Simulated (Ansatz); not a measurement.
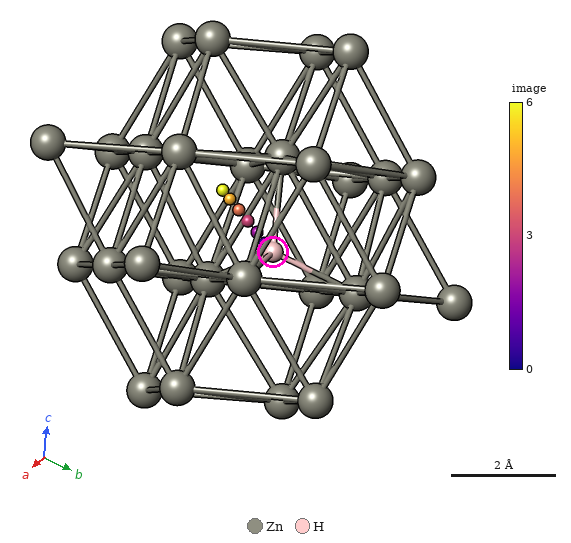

A nudged-elastic-band calculation for a defect cell of composition Zn₁₆H (17 atoms in the cell). Images are numbered from 0 (start) to 6 (end). The start is drawn whole; smaller spheres mark the moving atoms (H) in the later images, joined by lines and coloured by the number of the image. The picture is a ball-and-stick view of the atoms within 4.6 Å of the middle of the path, seen slightly off an axis. The moving atom is ringed, with any periodic copies. Bonds to atoms that aren't drawn are left out.

All numbers below come from DFT PBE, scalar-relativistic, plane waves, PAW (Ansatz 0.2.0).

Input
```yaml
crystal:
  lattice:
    - [-3.9288069975, -3.9288069975, -3.9288069975]
    - [-3.9288069975, 3.9288069975, 3.9288069975]
    - [3.9288069975, 3.9288069975, -3.9288069975]
  atoms:
    - { symbol: Zn, position: [0.7504402685, -1.4747e-06, 0.2719781331] }
    - { symbol: Zn, position: [0.497536742, 1.4747e-06, 0.5015659421] }
    - { symbol: Zn, position: [0.2518642078, -1.50412e-05, 0.7483647178] }
    - { symbol: Zn, position: [0.7496078925, 0.5019232833, 0.7474366809] }
    - { symbol: Zn, position: [0.7503878472, 0.2720242079, -1.27158e-05] }
    - { symbol: Zn, position: [0.50359277, 0.2516729408, 0.2516619234] }
    - { symbol: Zn, position: [0.2477329144, 0.2454995871, 0.4981436117] }
    - { symbol: Zn, position: [0.002180503, 0.2525752501, 0.7545046716] }
    - { symbol: Zn, position: [0.0198245827, 5.65261e-05, 0.0001174591] }
    - { symbol: Zn, position: [0.7496121528, 0.7474517962, 0.5019440156] }
    - { symbol: Zn, position: [0.4782650219, 0.7279031239, 0.7278919991] }
    - { symbol: Zn, position: [0.4975151151, 0.5015937609, 1.27158e-05] }
    - { symbol: Zn, position: [0.2477159166, 0.4981179108, 0.245502591] }
    - { symbol: Zn, position: [-0.0041221004, 0.4983908082, 0.4984019806] }
    - { symbol: Zn, position: [0.2518862774, 0.7483403831, -2.62696e-05] }
    - { symbol: Zn, position: [0.0022117551, 0.7545020618, 0.2526191587] }
    - { symbol: H, position: [0.7479517184, -0.0001005567, -0.0001786675] }
basis:
  ecutwfc: 420
  xc_grid: 2
kpoints:
  mp_grid: { grid: [4, 4, 4], shift: [0.5, 0.5, 0.5] }
hamiltonian:
  xc: pbe
scf:
  occupations: { method: gaussian, width: 0.1 }
output:
  forces: true
neb:
  images: 5
  f_tol: 0.05
  max_iterations: 70
  order_check: false
  final_atoms:
    - { symbol: Zn, position: [0.7719781331, 0.0215378646, 0.2719796078] }
    - { symbol: Zn, position: [0.5000127158, 0.0024976007, 0.4984189549] }
    - { symbol: Zn, position: [0.2483647178, -0.00349949, 0.7483797591] }
    - { symbol: Zn, position: [0.745502591, 0.4977866745, 0.7473846803] }
    - { symbol: Zn, position: [0.7516619234, 0.2480691533, -1.10174e-05] }
    - { symbol: Zn, position: [0.4999737304, 0.248087453, 0.2516333473] }
    - { symbol: Zn, position: [0.2545046716, 0.2523241686, 0.5019294214] }
    - { symbol: Zn, position: [0.0019440156, 0.2523318629, 0.7544922194] }
    - { symbol: Zn, position: [-0.0015980194, 0.0025240809, 1.11724e-05] }
    - { symbol: Zn, position: [0.7526191587, 0.7504074036, 0.4981170969] }
    - { symbol: Zn, position: [0.4999872842, 0.7495994369, 0.7279630762] }
    - { symbol: Zn, position: [0.5001174591, 0.4802928764, 6.09329e-05] }
    - { symbol: Zn, position: [0.2474366809, 0.4978287884, 0.2455133975] }
    - { symbol: Zn, position: [0.0015659421, 0.5040292001, 0.5015644674] }
    - { symbol: Zn, position: [0.2278919991, 0.7496269771, -1.11248e-05] }
    - { symbol: Zn, position: [-0.0018563883, 0.7504106973, 0.2526440246] }
    - { symbol: H, position: [0.4998213325, -0.2481303859, -7.81108e-05] }
```

Launched with:
```bash
ansatz run input.yaml --threads 4 --pin off --max-ram 8192MiB --backend cpu --events-out ev --progress --plain --runs-dir out
```

### What moves, how far, and at what cost in energy?

The H atom travels furthest, 1.95 Å from end to end, along [−1 −1 0], on a straight line. At the highest image its nearest neighbour (Zn) is 1.70 Å away, against 1.85 Å at the start, and the surrounding atoms stand up to 0.18 Å off the mean of their end positions. The two ends have the same energy, and the highest point, image 3, lies 0.217 eV above the start. The band converged in 4 iterations. The largest component of the band force went from 1.4 to 0.029 eV/Å. The climbing image converged on the top of the path. Its curvatures weren't checked.

Limits of the set-up: the periodic images lie only 6.8 Å apart, so the values are limited by the cell's size.

Cost: 9.5 min on 4 threads of AMD EPYC 9R14 (Zen 4), on a shared host, peak memory 3.8 GiB.
